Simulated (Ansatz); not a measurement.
# Pt: a failed or faulty run and its cure

System: Pt (Fm-3m, 1 atom in the cell).
Method of run 1: DFT, LDA, plane waves, PAW (Ansatz 0.2.0).

The structure derives from an entry of the Crystallography Open Database. Text and figures count atoms from 1; the logs count them from 0 in places.

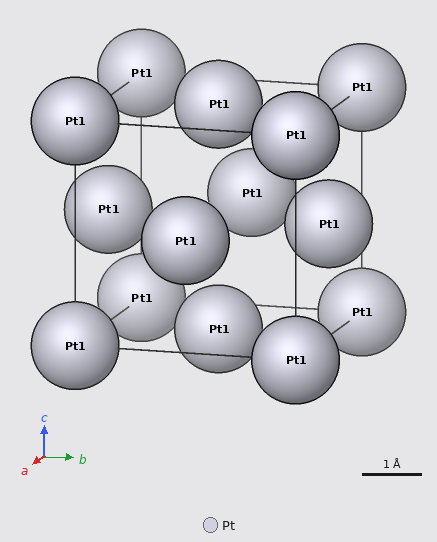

Figure 1. The structure as given in the input (spheres-only view of the cell 4 times as large as that of the calculation, set on its symmetry axes, seen slightly off an axis; atoms are numbered from 1 in the order of the input). An atom can appear more than once, as a periodic image.

**Input file, run 1**
```yaml
crystal:
  lattice:
    - [0.0, 1.9579, 1.9579]
    - [1.9579, 0.0, 1.9579]
    - [1.9579, 1.9579, 0.0]
  atoms:
    - { symbol: Pt, position: [0.0, 0.0, 0.0] }
kpoints:
  mp_grid: { grid: [18, 18, 18] }
  band_path:
    path:
      - [0.0, 0.0, 0.0]
      - [0.5, 0.0, 0.5]
      - [0.625, 0.25, 0.625]
      - [0.375, 0.375, 0.75]
      - [0.0, 0.0, 0.0]
      - [0.5, 0.5, 0.5]
      - [0.5, 0.25, 0.75]
      - [0.5, 0.0, 0.5]
    npoints: 5
scf:
  occupations: { method: fermi_dirac, width: 0.03 }
  convergence: { dr2_threshold: -1.0e-06 }
  max_iter: 50
hamiltonian:
  xc: lda
  pseudopotentials: { kind: paw }
output:
  forces: true
  stress: true
  eigenvalues: true
  efg: { contact_densities: true }
```

Command:
```bash
ansatz run input.yaml --threads 1 --pin off --max-ram 2048MiB --backend cpu --events-out ev --progress --plain --runs-dir out
```

Hardware: 1 thread of Arm Neoverse V1, 24 GiB of memory available, shared host.

**Output (run 1)**
```
Error: invalid value for `scf.convergence.dr2_threshold`: must be finite and > 0; got -0.000001 eV
```

Q: What went wrong, and how is the input to be mended?

A: A setting was made wrong on purpose: a threshold that can't be met (`scf.convergence.dr2_threshold`). The program refused the input: “invalid value for `scf.convergence.dr2_threshold`: must be finite and > 0; got -0.000001 eV”

A run of the same system that converges differs from this input as follows (lines with − go, lines with + come):
```diff
-  convergence: { dr2_threshold: -1.0e-06 }
-  max_iter: 50
```

**Output, shortened to warnings, some set-up lines, iterations and results (run 2)**
```
Basis set: ecut = 420 eV, 283 PW (Γ)
Symmetry: 48 space group operations
k-points: 195 of 5832
Initial density: superposition of atomic densities (neutral atoms: chi_scale 0, normalization atom), corrected by the library's trained network
[...]
SCF iter   1: F=—  HF=-12244.984693 eV  |F-HF|=—  |Δ(HF+E_count)|=         —  Δρ=6.93e-3  dr2=3.25e-3  ethr=1.77e-3  ⟨swp⟩=5.7  Hψ=14165  notcnv=0
SCF iter   2: F=—  HF=-12244.983700 eV  |F-HF|=—  |Δ(HF+E_count)|=   9.93e-4  Δρ=3.44e-3  dr2=6.40e-4  ethr=1.80e-5  ⟨swp⟩=1.6  Hψ=4559  notcnv=0
SCF iter   3: F=—  HF=-12244.983553 eV  |F-HF|=—  |Δ(HF+E_count)|=   1.47e-4  Δρ=2.92e-4  dr2=2.23e-6  ethr=3.56e-6  ⟨swp⟩=2.3  Hψ=3346  notcnv=0
SCF iter   4: F=—  HF=-12244.983554 eV  |F-HF|=—  |Δ(HF+E_count)|=   7.46e-7  Δρ=3.40e-5  dr2=4.59e-8  ethr=1.24e-8  ⟨swp⟩=2.4  Hψ=4157  notcnv=0
SCF iter   5: F=-12244.983554 eV  HF=-12244.983554 eV  |F-HF|=3.22e-10  |Δ(HF+E_count)|=   1.19e-7  Δρ=3.02e-6  dr2=5.61e-10  ethr=2.55e-10  ⟨swp⟩=2.5  Hψ=3825  notcnv=0
SCF iter   6: F=-12244.983554 eV  HF=-12244.983554 eV  |F-HF|=8.37e-11  |Δ(HF+E_count)|=  1.38e-10  Δρ=8.86e-7  dr2=1.10e-10  ethr=3.12e-12  ⟨swp⟩=1.0  Hψ=7639  notcnv=0
SCF 1 converged in 6 iterations: F = -12244.983554 eV  dr2 = 1.10e-10
NSCF: frozen V_eff on 36 k-points
SCF converged after 6 iterations
Free energy (F): -12244.983554 eV
Harris-Foulkes:  -12244.983554 eV  (|F-HF|=8.37e-11)
Internal energy: -12244.977163 eV  (E = F + TS)
E sigma→0 (E₀):  -12244.980358 eV
Entropy (-TS):   -0.006391 eV (-6.391 meV/atom)
Fermi energy:    23.184380 eV
--- Per-component energies (eV) ---
  E_band       = -133.279954
  E_kinetic    = 638.574272
  E_local      = -1461.754293  (includes V_loc(G=0)·N_el)
  E_nonlocal   = 206.833670
  E_hartree    = 540.426379
  E_xc         = -260.603870
  E_vxc        = -303.020276  (∫ρ·V_xc dr)
  E_paw        = -9177.597357  (= ΣΔE_a)
  E_vpaw       = -294.766758  (= ΣTr[D̂ρ^β])
  E_aug_tail   = 0.000184  (compensation charges beyond the density's cutoff)
  E_ewald      = -2731.320018
  E_core_change = 0.463869  (= ΣΔE_core)
  E_smearing   = -0.006391  (= −TS)
  E_closure    = 0.000000  (closes the sum)
  Σ components = -12244.983554   (vs F -12244.983554, Δ=0.00e0)
--- Forces (eV/Å), atoms counted from 1 ---
  atom   1  Pt    -0.00000000     0.00000000     0.00000000
  max |Σ_I F_I| component: 9.04e-32 eV/Å
--- Stress (GPa, compression-positive) ---
       -5.017082      -0.000000       0.000000
        0.000000      -5.017082       0.000000
       -0.000000      -0.000000      -5.017082
  P = ⅓ Tr σ = -5.0171 GPa (-50.171 kbar)
--- PAW observables at the nuclei: V_zz in 10²¹ V/m², potentials from the cell's mean, atoms counted from 1 ---
  atom   1  Pt V_zz =    +0.000000   η = 0.0000   by run symmetry: forbidden
            electrostatic potential = -16129.425599 V   contact ρ = 12038541.714666 e/Å³
```

**The two runs side by side**

| quantity | run 1 | run 2 |
| --- | --- | --- |
| outcome | refused | converged |
| free energy per atom (eV) | – | −12244.9836 |
| pressure (GPa) | – | −5.02 |
| volume per atom (Å³) | – | 15.01 |
| largest force (eV/Å) | – | 0.000 |
| SCF iterations | – | 6 |
| irreducible k-points | – | 195 |
| plane waves at Γ | – | 283 |

Notes on run 2: The program warns: the field gradients leave out spin–orbit coupling. Spin–orbit coupling is left out, which matters for Pt. The cell is under a tension of 5.0 GPa at this level, so it is not at its equilibrium volume.
